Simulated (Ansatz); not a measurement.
Geometry relaxation of La$_{5}$O (part 1 of 2)

- system: La$_{5}$O (P-62m, 6 atoms in the cell)
- method: DFT PBE, scalar-relativistic, plane waves, PAW, no spin polarisation (Ansatz 0.2.0)

The structure was made by a generator, so it may or may not be a known phase. Figures and captions count atoms from 1; the log counts them from 0 in places.

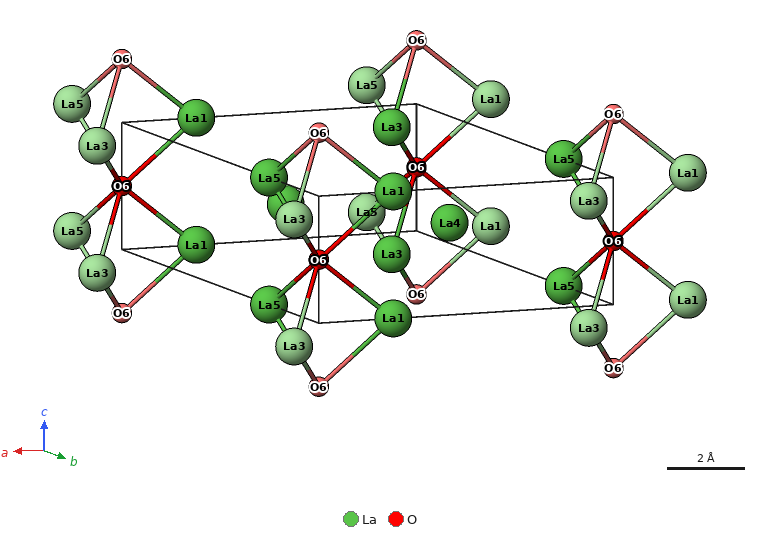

Figure 1. The starting structure (ball-and-stick view of the cell of the calculation, seen at an oblique angle; neighbours outside the cell are drawn fainter; atoms are numbered from 1 in the order of the input). An atom can appear more than once, as a periodic image.

Summary

```csv
quantity,value
outcome,converged
space group (tolerance 0.01 Å),P-62m (189)
electrons treated,61
free energy,−31817.8611 eV
Fermi energy,11.492 eV
gap on the k-point mesh,none (metallic)
pressure,−0.01 GPa
final volume,183.91 Å³
largest force (length of the vector) at the end,0.002 eV/Å
final cell,"a = 7.787 Å, b = 7.787 Å, c = 3.502 Å, α = 90.00°, β = 90.00°, γ = 120.00°"
hardware,"1 thread of Intel Xeon @ 2.50GHz (Skylake/Cascade Lake), 189 GiB of memory available, shared host"
wall time,3.9 min
peak memory,0.59 GiB
```

Notes

The cell holds an odd number of electrons but the run has no spin polarisation, so a band is left half filled.

Input
```yaml
crystal:
  lattice:
    - [7.7966179823, 3.3e-09, 0.0]
    - [-3.898308994, 6.7520692346, 0.0]
    - [0.0, 0.0, 3.4893289065]
  atoms:
    - { symbol: La, position: [0.747325091, 0.0, 0.0] }
    - { symbol: La, position: [0.6666666667, 0.3333333333, 0.5] }
    - { symbol: La, position: [0.252674909, 0.252674909, 0.0] }
    - { symbol: La, position: [0.3333333333, 0.6666666667, 0.5] }
    - { symbol: La, position: [0.0, 0.747325091, 0.0] }
    - { symbol: O, position: [0.0, 0.0, 0.5] }
basis:
  ecutwfc: 420
kpoints:
  mp_grid: { grid: [6, 6, 12] }
hamiltonian:
  xc: pbe
scf:
  occupations: { method: gaussian, width: 0.1 }
output:
  forces: true
  stress: true
  eigenvalues: true
  write_density: true
  write_potential: true
  elf: true
  volumetric_format: npy
relax:
  adjacent_minimum: "off"
  f_tol: 0.01
  max_steps: 80
  cell: { stress_tol: 0.05 }
```

Launched with:
```bash
ansatz run input.yaml --threads 1 --pin off --max-ram 2560MiB --backend cpu --events-out ev --progress --plain --runs-dir out
```

Output
```
Engine: ansatz 0.2.0, x86_64-unknown-linux-gnu
Pseudopotentials: kind: paw
Pseudopotential: La, paw, valence charge 11, recommended cutoff 420 eV (normal), La.paw.azcp
Pseudopotential: O, paw, valence charge 6, recommended cutoff 420 eV (normal), O.paw.azcp
Functional definition: PBE
  parameter kappa = 0.804
  parameter beta = 0.06672455060314922
  exchange = pbe_x(kappa = kappa, mu = beta*pi^2/3)
  correlation = pbe_c(beta = beta)
Crystal: 6 atoms, lattice volume = 183.690 Å³
Basis set: ecut = 420 eV, 3629 PW (Γ), exchange–correlation on 108×108×48 points (8 copies of the dense FFT grid, shifted against one another)
Bands: 37, of which v1, the nominal top of the filled ones, is band 31 counted from 1 (30 counted from 0)
Symmetry: 12 space group operations
Space group: P-62m (ITA 189), of the structure as read, at distance tolerance 5.7e-5 Å
k-points: 49 of 432 (time reversal used)
Non-local potential: La, projectors of the file, l = 0: 3, l = 1: 2, l = 2: 2, l = 3: 3
Non-local potential: O, projectors of the file, l = 0: 2, l = 1: 2, l = 2: 1
PAW form: soft (Blöchl's): semilocal exchange-correlation on the pseudo side does not see the compensation charge
PAW one-centre angular grid: La, 590 points (default); XC on 64 Gauss nodes
PAW one-centre angular grid: O, 110 points (default); XC on 64 Gauss nodes
Initial density: superposition of atomic densities (neutral atoms: chi_scale 0, normalization atom), corrected by the library's trained network
Initial wavefunctions: pseudopotential atomic-orbital guess
Functional: x = pbe(κ = 0.804, μ = 0.2195149727645171), c = pbe(β = 0.06672455060314922)
SCF iter   1: F=—  HF=-31817.869517 eV  |F-HF|=—  |Δ(HF+E_count)|=         —  Δρ=5.60e-3  dr2=6.39e-2  ethr=1.77e-3  ⟨swp⟩=5.7  Hψ=9020  notcnv=0
preconditioner: auto → Kerker (q_TF=auto, 2.270 Å⁻¹)  [metal: Δε(μ)=0.007 eV  Ē_g=11.470 eV  σ=0.100 eV  W_gap=0.04  n_scr=32 (ndim 8)  ℏωp=19.2 eV  f_vac=0.000  D(μ)=9.58/eV (n_scr^D=98)]
SCF iter   2: F=—  HF=-31817.861251 eV  |F-HF|=—  |Δ(HF+E_count)|=   8.27e-3  Δρ=2.98e-3  dr2=1.38e-2  ethr=1.05e-4  ⟨swp⟩=3.0  Hψ=3816  notcnv=0  defer=18
SCF iter   3: F=—  HF=-31817.860441 eV  |F-HF|=—  |Δ(HF+E_count)|=   8.10e-4  Δρ=1.47e-3  dr2=4.28e-3  ethr=2.26e-5  ⟨swp⟩=2.0  Hψ=2822  notcnv=0  defer=18
SCF iter   4: F=—  HF=-31817.860414 eV  |F-HF|=—  |Δ(HF+E_count)|=   2.69e-5  Δρ=3.32e-4  dr2=2.34e-4  ethr=7.02e-6  ⟨swp⟩=2.2  Hψ=3015  notcnv=0  defer=18
SCF iter   5: F=—  HF=-31817.860445 eV  |F-HF|=—  |Δ(HF+E_count)|=   3.16e-5  Δρ=8.54e-5  dr2=1.77e-5  ethr=3.84e-7  ⟨swp⟩=2.8  Hψ=2995  notcnv=0  defer=18
SCF iter   6: F=—  HF=-31817.860623 eV  |F-HF|=—  |Δ(HF+E_count)|=   1.78e-4  Δρ=2.55e-5  dr2=3.42e-6  ethr=2.90e-8  ⟨swp⟩=2.8  Hψ=3429  notcnv=0  defer=18
SCF iter   7: F=—  HF=-31817.860623 eV  |F-HF|=—  |Δ(HF+E_count)|=  9.79e-10  Δρ=9.05e-6  dr2=3.04e-7  ethr=5.60e-9  ⟨swp⟩=2.0  Hψ=2122  notcnv=0  defer=18
SCF iter   8: F=-31817.860623 eV  HF=-31817.860623 eV  |F-HF|=3.78e-10  |Δ(HF+E_count)|=   1.44e-8  Δρ=2.21e-6  dr2=1.22e-8  ethr=1.64e-10  ⟨swp⟩=16.1  Hψ=14785  notcnv=0
SCF 1 converged in 8 iterations: F = -31817.860623 eV  dr2 = 1.22e-8
  greatest PAW one-centre occupation: 0.973 electrons in one spin orbital (limit 2), on the La atom at site 3 (counted from 0), in its partial waves of l = 0
relax step   1: F+E_penalty+E_count = -31817.86062338 eV  Δ(F+E_penalty+E_count) = +0.000e0 eV  max|allowed force component| = 1.328e-3 eV/Å  Δτ_max = 0.0000 Å  P = +0.052 GPa  Ω = 183.690 Å³  (8 SCF iters, dr2 threshold 1.00e-7 eV, accepted)
Crystal: 6 atoms, lattice volume = 183.914 Å³
Basis set: ecut = 420 eV, 3617 PW (Γ), exchange–correlation on 108×108×48 points (8 copies of the dense FFT grid, shifted against one another)
Initial density: handed on by an earlier stage of this run
Initial wavefunctions: those handed on with the density
iter 1 solved again at ethr=2.16e-6 eV; its pass at ethr=3.10e-3 eV (dr2=1.32e-3 eV) is discarded
SCF iter   1: F=—  HF=-31817.861132 eV  |F-HF|=—  |Δ(HF+E_count)|=         —  Δρ=4.99e-4  dr2=1.70e-3  ethr=2.16e-6  ⟨swp⟩=3.4  Hψ=10535  notcnv=0
preconditioner: auto → Kerker (q_TF=auto, 2.270 Å⁻¹)  [metal: Δε(μ)=0.009 eV  Ē_g=11.803 eV  σ=0.100 eV  W_gap=0.05  n_scr=32 (ndim 8)  ℏωp=19.6 eV  f_vac=0.000  D(μ)=9.62/eV (n_scr^D=98)]
SCF iter   2: F=—  HF=-31817.860907 eV  |F-HF|=—  |Δ(HF+E_count)|=   2.25e-4  Δρ=2.90e-4  dr2=4.87e-4  ethr=2.16e-6  ⟨swp⟩=1.7  Hψ=1886  notcnv=0
SCF iter   3: F=—  HF=-31817.860809 eV  |F-HF|=—  |Δ(HF+E_count)|=   9.79e-5  Δρ=8.75e-5  dr2=2.20e-5  ethr=7.99e-7  ⟨swp⟩=2.3  Hψ=2615  notcnv=0
SCF iter   4: F=—  HF=-31817.860994 eV  |F-HF|=—  |Δ(HF+E_count)|=   1.85e-4  Δρ=8.93e-5  dr2=1.26e-5  ethr=3.60e-8  ⟨swp⟩=2.0  Hψ=3140  notcnv=0
SCF iter   5: F=—  HF=-31817.860992 eV  |F-HF|=—  |Δ(HF+E_count)|=   2.08e-6  Δρ=2.19e-5  dr2=9.05e-7  ethr=2.07e-8  ⟨swp⟩=2.0  Hψ=2964  notcnv=0
SCF iter   6: F=-31817.860992 eV  HF=-31817.860992 eV  |F-HF|=7.37e-9  |Δ(HF+E_count)|=   5.83e-8  Δρ=4.92e-6  dr2=4.24e-8  ethr=1.81e-10  ⟨swp⟩=11.4  Hψ=16411  notcnv=0
SCF 2 converged in 6 iterations: F = -31817.860992 eV  dr2 = 4.24e-8
relax step   2: F+E_penalty+E_count = -31817.86099177 eV  Δ(F+E_penalty+E_count) = -3.684e-4 eV  max|allowed force component| = 1.674e-3 eV/Å  Δτ_max = 0.0009 Å  P = -0.015 GPa  Ω = 183.914 Å³  energy of the carried Pulay correction = -8.245e-5 eV  (6 SCF iters, dr2 threshold 1.11e-7 eV, accepted)
Initial wavefunctions: pseudopotential atomic-orbital guess (no wavefunctions were taken with the density)
iter 1 solved again at ethr=1.54e-7 eV; its pass at ethr=3.10e-3 eV (dr2=9.42e-5 eV) is discarded
SCF iter   1: F=—  HF=-31817.860881 eV  |F-HF|=—  |Δ(HF+E_count)|=         —  Δρ=1.40e-5  dr2=6.33e-8  ethr=1.54e-7  ⟨swp⟩=5.3  Hψ=15133  notcnv=0
preconditioner: auto → Kerker (q_TF=auto, 2.270 Å⁻¹)  [metal: Δε(μ)=0.011 eV  Ē_g=11.801 eV  σ=0.100 eV  W_gap=0.06  n_scr=32 (ndim 8)  ℏωp=19.6 eV  f_vac=0.000  D(μ)=9.59/eV (n_scr^D=98)]
SCF iter   2: F=—  HF=-31817.861068 eV  |F-HF|=—  |Δ(HF+E_count)|=   1.88e-4  Δρ=7.42e-6  dr2=2.87e-8  ethr=1.04e-10  ⟨swp⟩=3.1  Hψ=3865  notcnv=0
SCF iter   3: F=—  HF=-31817.861069 eV  |F-HF|=—  |Δ(HF+E_count)|=   2.09e-7  Δρ=2.46e-6  dr2=7.77e-9  ethr=4.71e-11  ⟨swp⟩=2.0  Hψ=2760  notcnv=0
SCF iter   4: F=—  HF=-31817.861069 eV  |F-HF|=—  |Δ(HF+E_count)|=   1.35e-8  Δρ=1.28e-6  dr2=2.71e-9  ethr=1.27e-11  ⟨swp⟩=2.0  Hψ=3080  notcnv=0
SCF iter   5: F=—  HF=-31817.861069 eV  |F-HF|=—  |Δ(HF+E_count)|=  7.28e-11  Δρ=3.43e-7  dr2=2.24e-10  ethr=4.44e-12  ⟨swp⟩=2.0  Hψ=2964  notcnv=0
SCF iter   6: F=-31817.861069 eV  HF=-31817.861069 eV  |F-HF|=3.64e-12  |Δ(HF+E_count)|=  1.09e-10  Δρ=6.32e-8  dr2=1.58e-11  ethr=1.00e-12  ⟨swp⟩=8.1  Hψ=10046  notcnv=0
SCF 3 converged in 6 iterations: F = -31817.861069 eV  dr2 = 1.58e-11
relax step   3: F+E_penalty+E_count = -31817.86106853 eV  Δ(F+E_penalty+E_count) = -7.676e-5 eV  max|allowed force component| = 1.708e-3 eV/Å  Δτ_max = 0.0000 Å  P = -0.014 GPa  Ω = 183.914 Å³  stress off target by 1.84e-2 GPa  SCF on the basis re-selected at this cell (its energy is not comparable with the rows above)  (6 SCF iters)
```

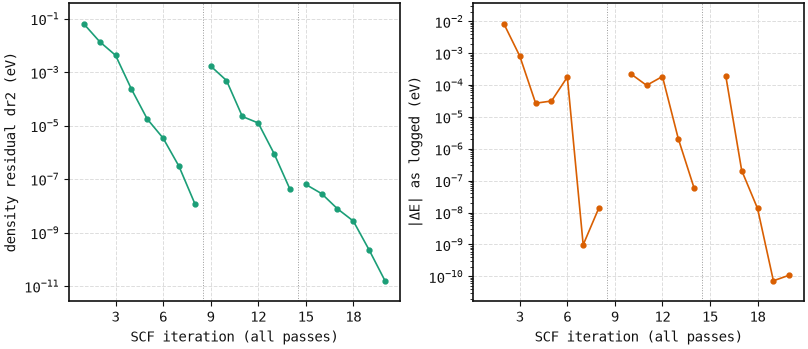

Figure 2. Convergence of the self-consistent field: density residual dr2 and size of the energy change against the SCF iteration. The dotted lines part the SCF passes of the relaxation: geometry steps, rejected trials and re-solves on a re-selected basis. The passes take 8, 6 and 6 iterations.

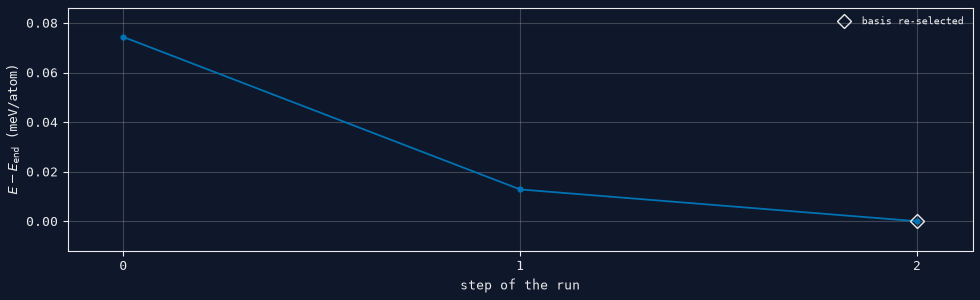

Figure 3. Progress of the relaxation, step by step (the first geometry is step 0 here and step 1 in the log). No atom moves by more than 0.005 Å relative to the cell. Over 1 geometry step the energy falls by 0.1 meV per atom. Largest force component: 0.0013 eV/Å at the start, 0.0017 eV/Å at the end. Pressure: 0.05 GPa at the start and −0.01 GPa at the end. A last SCF at the same geometry on a re-selected plane-wave basis shifts the energy by next to nothing (0.0 meV per atom).

```
basis re-selected at this cell: Δ(F+E_penalty+E_count) = -7.676e-5 eV, ΔP = +0.001 GPa vs the last step (what re-selecting the basis moved, of the pressure what is left beyond the Pulay correction that the steps carried, after the strain that the cell walked since its last selection, with what the two solves' SCF thresholds leave and, on support functions, any second-order correction that the steps lacked; it is no measure of the basis error at this ecutwfc). This SCF's stress stands 1.84e-2 GPa from its target on what of the cell is left free (relax.cell.stress_tol is 5.00e-2 GPa) and its largest allowed force component is 1.71e-3 eV/Å (relax.f_tol is 1.00e-2 eV/Å): within both
SCF converged after 6 iterations
Free energy (F): -31817.861069 eV
Harris-Foulkes:  -31817.861069 eV  (|F-HF|=3.64e-12)
Internal energy: -31817.813127 eV  (E = F + TS)
E sigma→0 (E₀):  -31817.837098 eV
Entropy (-TS):   -0.047941 eV (-7.990 meV/atom)
Fermi energy:    11.492075 eV
```
